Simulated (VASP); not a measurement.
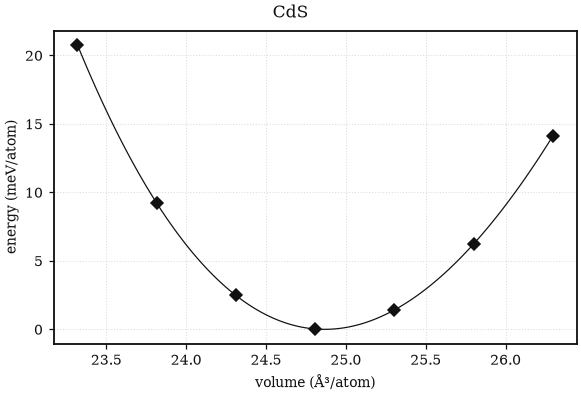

The plot gives the computed energy against volume for CdS, space group F-43m (No. 216).

The given structure:
```
CELL_PARAMETERS angstrom
0.00000 2.91650 2.91650
2.91650 0.00000 2.91650
2.91650 2.91650 0.00000
ATOMIC_POSITIONS crystal
Cd 0.00000 0.00000 0.00000
S 0.75000 0.75000 0.75000
```

Calculation (VASP 6.6.1): plane-wave DFT, no spin polarisation; energies at scaled volumes of the given cell, shape and fractions fixed, counted from the fit's minimum, third-order Birch-Murnaghan fit. Level: PBEsol.

- k mesh: 8×8×8
- occupations: Fermi–Dirac
- smearing width: 0.05 eV
- potentials: VASP PAW PBE potentials, recommended
- wave cutoff: 520 eV

This calculation gives: equilibrium volume 24.87 Å³/atom and bulk modulus 61.2 GPa.

Now Cd is replaced by Be on all its sites, which gives BeS in the same structure. The second calculation uses k mesh 9×9×9. How do these quantities change?

The equilibrium volume falls from 24.87 to 14.18 Å³/atom (−43 %) and the bulk modulus rises from 61.2 to 96.8 GPa (+58 %).

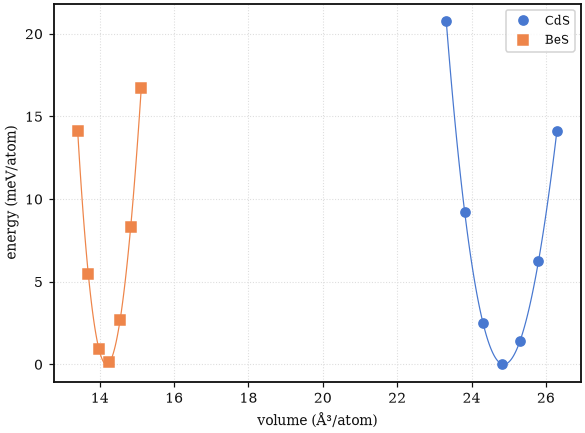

The two results together.

V0 and the bulk modulus come from third-order Birch–Murnaghan fits.
